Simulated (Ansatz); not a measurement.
## What a change does: single-point calculation on HfC

System: HfC (Fm-3m, 2 atoms in the cell).
Method of run 1: Kohn-Sham DFT of a periodic cell, PBEsol, all-electron LAPW, scalar-relativistic, no spin polarisation (Ansatz 0.2.0).

The structure derives from an entry of the Crystallography Open Database. Text and figures count atoms from 1; the logs count them from 0 in places.

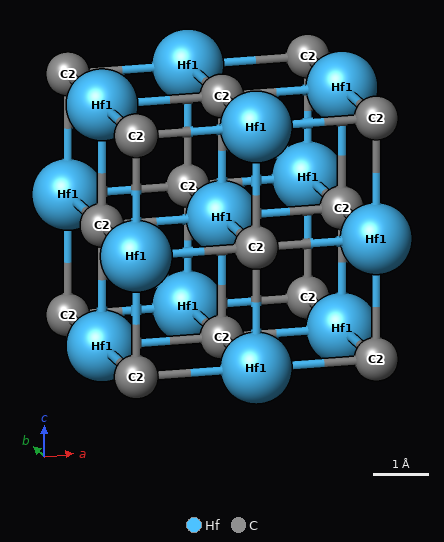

The structure (ball-and-stick view of the cell 4 times as large as that of the calculation, set on its symmetry axes, seen slightly off an axis; atoms are numbered from 1 in the order of the input).

### The input, run 1
```yaml
crystal:
  lattice:
    - [0.0, 2.2935772291, 2.2935772291]
    - [2.2935772291, 0.0, 2.2935772291]
    - [2.2935772291, 2.2935772291, 0.0]
  atoms:
    - { symbol: Hf, position: [0.5, 0.5, 0.5] }
    - { symbol: C, position: [0.0, 0.0, 0.0] }
kpoints:
  mp_grid: { grid: [10, 10, 10] }
scf:
  occupations: { method: fermi_dirac, width: 0.05 }
hamiltonian:
  xc: pbesol
  pseudopotentials: { kind: all_electron, lapw: { basis_error: 0.0005 } }
output:
  forces: true
  stress: true
  eigenvalues: true
```

Launched with:
```bash
ansatz run input.yaml --threads 1 --pin off --max-ram 3072MiB --backend cpu --events-out ev --progress --plain --runs-dir out
```

Hardware: 1 thread of Arm Neoverse V2, 112 GiB of memory available, shared host.

### Output, shortened to warnings, some set-up lines, iterations and results (run 1)
```
Basis set: ecut = 337.51680773863455 eV, 331 PW (Γ), exchange–correlation at level 2
Symmetry: 48 space group operations
k-points: 47 of 1000
Initial density: superposition of atomic densities (chi_scale 0.1, normalization cell, long waves kept (reshape's long-wave potential 0.00 eV rms))
[...]
SCF iter   1: F=—  HF=-411163.414069 eV  |F-HF|=—  |Δ(HF+E_count)|=         —  Δρ=1.28e-1  dr2=5.43e0  ethr=1.13e-2  ⟨swp⟩=2.0  Hψ=8203  notcnv=0
SCF iter   2: F=—  HF=-411162.450979 eV  |F-HF|=—  |Δ(HF+E_count)|=   9.63e-1  Δρ=7.66e-2  dr2=1.73e0  ethr=1.13e-2  ⟨swp⟩=3.0  Hψ=4191  notcnv=0
SCF iter   3: F=—  HF=-411161.541933 eV  |F-HF|=—  |Δ(HF+E_count)|=   9.09e-1  Δρ=1.13e-2  dr2=1.89e-2  ethr=3.93e-5  ⟨swp⟩=2.0  Hψ=7239  notcnv=0
SCF iter   4: F=—  HF=-411161.535374 eV  |F-HF|=—  |Δ(HF+E_count)|=         —  Δρ=5.23e-3  dr2=4.68e-3  ethr=3.93e-5  ⟨swp⟩=2.0  Hψ=4052  notcnv=0
SCF iter   5: F=—  HF=-411161.534238 eV  |F-HF|=—  |Δ(HF+E_count)|=   1.14e-3  Δρ=8.28e-4  dr2=8.99e-5  ethr=9.75e-6  ⟨swp⟩=2.0  Hψ=4051  notcnv=0
SCF iter   6: F=—  HF=-411161.533997 eV  |F-HF|=—  |Δ(HF+E_count)|=   2.41e-4  Δρ=2.18e-4  dr2=9.89e-6  ethr=1.87e-7  ⟨swp⟩=2.6  Hψ=4139  notcnv=0
SCF iter   7: F=—  HF=-411161.533967 eV  |F-HF|=—  |Δ(HF+E_count)|=   3.03e-5  Δρ=1.49e-5  dr2=4.43e-8  ethr=2.06e-8  ⟨swp⟩=3.0  Hψ=4193  notcnv=0
SCF iter   8: F=-411161.533967 eV  HF=-411161.533967 eV  |F-HF|=0.00e0  |Δ(HF+E_count)|=   1.59e-7  Δρ=1.58e-6  dr2=3.10e-10  ethr=9.24e-11  ⟨swp⟩=3.0  Hψ=4238  notcnv=0
SCF 1 converged in 8 iterations: F = -411161.533967 eV  dr2 = 3.10e-10
SCF converged after 8 iterations
Free energy (F): -411161.533967 eV
Harris-Foulkes:  -411161.533967 eV  (|F-HF|=0.00e0)
Internal energy: -411161.531271 eV  (E = F + TS)
E sigma→0 (E₀):  -411161.532619 eV
Entropy (-TS):   -0.002696 eV (-1.348 meV/atom)
Fermi energy:    21.292805 eV
--- Per-component energies (eV) ---
  E_band       = -4227.576182
  E_kinetic    = 457334.147113
  E_xc         = -8435.183173
  E_electrostatic = -860060.495210  (all electrons and nuclei)
  E_smearing   = -0.002696  (= −TS)
  E_closure    = 0.000000  (closes the sum)
  E_atoms      = -411142.005238  (free atoms, spherical and without spin; not in F)
  Σ components = -411161.533967   (vs F -411161.533967, Δ=0.00e0)
  Basis errors (estimates in eV, not in F): energy 1.8e-4 per atom: plane waves 1.6e-4 (9.0e-5 summed), levels above the bands 1.6e-65, relativity 1.9e-8, radial functions 2.0e-5, core shells 1.7e-7; eigenvalues (radial functions only) 2.6e-6; not estimated: angular momenta, meshes, grids; target …
--- Forces (eV/Å), atoms counted from 1 ---
  atom   1  Hf     0.00000000    -0.00000000    -0.00000000
  atom   2  C     -0.00000000    -0.00000000    -0.00000000
  max |Σ_I F_I| component: 6.98e-31 eV/Å
--- Stress (GPa, compression-positive) ---
        3.376779       0.000000      -0.000000
        0.000000       3.376779      -0.000000
       -0.000000      -0.000000       3.376779
  P = ⅓ Tr σ = 3.3768 GPa (33.768 kbar)
```

For run 2 the input was changed thus:
```diff
-    - [0.0, 2.2935772291, 2.2935772291]
-    - [2.2935772291, 0.0, 2.2935772291]
-    - [2.2935772291, 2.2935772291, 0.0]
+    - [0.0, 2.2775377028, 2.2775377028]
+    - [2.2775377028, 0.0, 2.2775377028]
+    - [2.2775377028, 2.2775377028, 0.0]
```

How does run 2 compare with run 1?

With the same functional and potentials, run 2 lies 9.7 meV per atom higher. The pressure goes from 3.38 to 9.11 GPa. The volume per atom goes from 12.07 to 11.81 Å³. The cell is scaled evenly with the atoms at fixed fractional positions, so −ΔP/Δ ln V estimates the bulk modulus midway between the two volumes: about 270 GPa. The number of SCF iterations is the same.

### Output, shortened to warnings, some set-up lines, iterations and results (run 2)
```
Basis set: ecut = 342.7761657771368 eV, 331 PW (Γ), exchange–correlation at level 2
Symmetry: 48 space group operations
k-points: 47 of 1000
Initial density: superposition of atomic densities (chi_scale 0.1, normalization cell, long waves kept (reshape's long-wave potential 0.00 eV rms))
[...]
SCF iter   1: F=—  HF=-411163.395035 eV  |F-HF|=—  |Δ(HF+E_count)|=         —  Δρ=1.30e-1  dr2=5.41e0  ethr=1.13e-2  ⟨swp⟩=2.0  Hψ=8273  notcnv=0
SCF iter   2: F=—  HF=-411162.397178 eV  |F-HF|=—  |Δ(HF+E_count)|=   9.98e-1  Δρ=7.59e-2  dr2=1.64e0  ethr=1.13e-2  ⟨swp⟩=3.0  Hψ=4193  notcnv=0
SCF iter   3: F=—  HF=-411161.522088 eV  |F-HF|=—  |Δ(HF+E_count)|=   8.75e-1  Δρ=1.12e-2  dr2=1.77e-2  ethr=3.69e-5  ⟨swp⟩=2.0  Hψ=7177  notcnv=0
SCF iter   4: F=—  HF=-411161.515832 eV  |F-HF|=—  |Δ(HF+E_count)|=         —  Δρ=5.40e-3  dr2=4.66e-3  ethr=3.69e-5  ⟨swp⟩=2.0  Hψ=4032  notcnv=0
SCF iter   5: F=—  HF=-411161.514771 eV  |F-HF|=—  |Δ(HF+E_count)|=   1.06e-3  Δρ=7.81e-4  dr2=7.78e-5  ethr=9.72e-6  ⟨swp⟩=2.0  Hψ=4032  notcnv=0
SCF iter   6: F=—  HF=-411161.514565 eV  |F-HF|=—  |Δ(HF+E_count)|=   2.06e-4  Δρ=2.01e-4  dr2=8.37e-6  ethr=1.62e-7  ⟨swp⟩=2.8  Hψ=4139  notcnv=0
SCF iter   7: F=—  HF=-411161.514540 eV  |F-HF|=—  |Δ(HF+E_count)|=   2.49e-5  Δρ=1.32e-5  dr2=2.99e-8  ethr=1.74e-8  ⟨swp⟩=3.0  Hψ=4175  notcnv=0
SCF iter   8: F=-411161.514540 eV  HF=-411161.514540 eV  |F-HF|=1.16e-10  |Δ(HF+E_count)|=   9.67e-8  Δρ=2.06e-6  dr2=5.50e-10  ethr=6.23e-11  ⟨swp⟩=3.0  Hψ=4221  notcnv=0
SCF 1 converged in 8 iterations: F = -411161.514540 eV  dr2 = 5.50e-10
SCF converged after 8 iterations
Free energy (F): -411161.514540 eV
Harris-Foulkes:  -411161.514540 eV  (|F-HF|=1.16e-10)
Internal energy: -411161.511856 eV  (E = F + TS)
E sigma→0 (E₀):  -411161.513198 eV
Entropy (-TS):   -0.002684 eV (-1.342 meV/atom)
Fermi energy:    21.783639 eV
--- Per-component energies (eV) ---
  E_band       = -4201.041534
  E_kinetic    = 457336.678423
  E_xc         = -8435.739248
  E_electrostatic = -860062.451031  (all electrons and nuclei)
  E_smearing   = -0.002684  (= −TS)
  E_closure    = 0.000000  (closes the sum)
  E_atoms      = -411142.005238  (free atoms, spherical and without spin; not in F)
  Σ components = -411161.514540   (vs F -411161.514540, Δ=0.00e0)
  Basis errors (estimates in eV, not in F): energy 1.8e-4 per atom: plane waves 1.6e-4 (9.0e-5 summed), levels above the bands 1.0e-67, relativity 2.0e-8, radial functions 2.0e-5, core shells 2.1e-7; eigenvalues (radial functions only) 2.8e-6; not estimated: angular momenta, meshes, grids; target …
--- Forces (eV/Å), atoms counted from 1 ---
  atom   1  Hf     0.00000000    -0.00000000    -0.00000000
  atom   2  C     -0.00000000     0.00000000     0.00000000
  max |Σ_I F_I| component: 8.87e-31 eV/Å
--- Stress (GPa, compression-positive) ---
        9.105727       0.000000      -0.000000
        0.000000       9.105727       0.000000
       -0.000000       0.000000       9.105727
  P = ⅓ Tr σ = 9.1057 GPa (91.057 kbar)
```

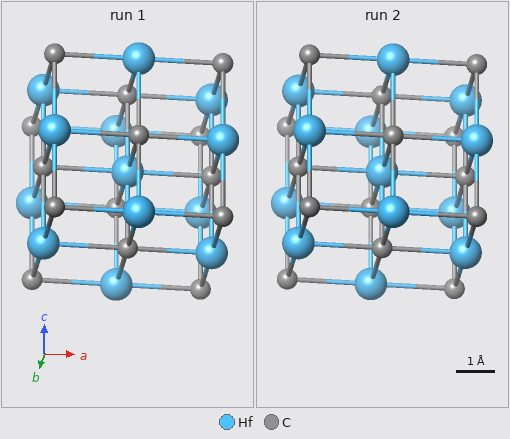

The two input geometries at one scale (ball-and-stick view of the cell 4 times as large as that of the calculation, set on its symmetry axes, seen at an oblique angle). No atom moves by more than 0.005 Å relative to the cell. Cell: a = b = c 4.587 → 4.555 Å (−0.7 %). Volume −2.1 %. Among the contacts that change: C–Hf 2.294 → 2.278 Å.

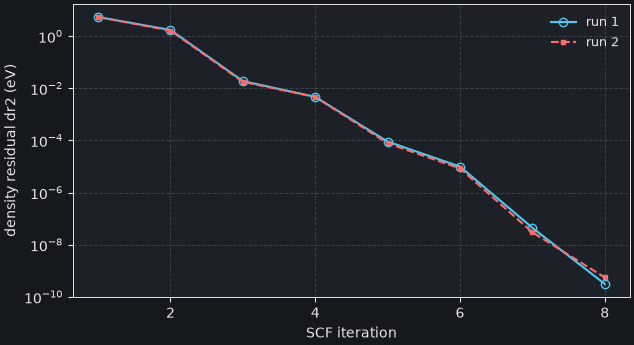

Convergence of the two runs: density residual dr2 against the SCF iteration. Run 1 takes 8 iterations in all, and run 2 takes 8.

### The two runs side by side

```tsv
quantity	run 1	run 2
outcome	converged	converged
free energy per atom (eV)	−205580.7670	−205580.7573
energy per atom, smearing taken to zero (eV)	−205580.7663	−205580.7566
gap on the mesh (eV)	0.00	0.00
pressure (GPa)	3.38	9.11
volume per atom (Å³)	12.07	11.81
largest force (eV/Å)	0.000	0.000
SCF iterations	8	8
irreducible k-points	47	47
plane waves at Γ	331	331
wall time (shared host)	12 s	11 s
```

For both runs: Spin–orbit coupling is left out, which matters for Hf. For run 2: The cell is under a pressure of 9.1 GPa at this level, so it is not at its equilibrium volume.
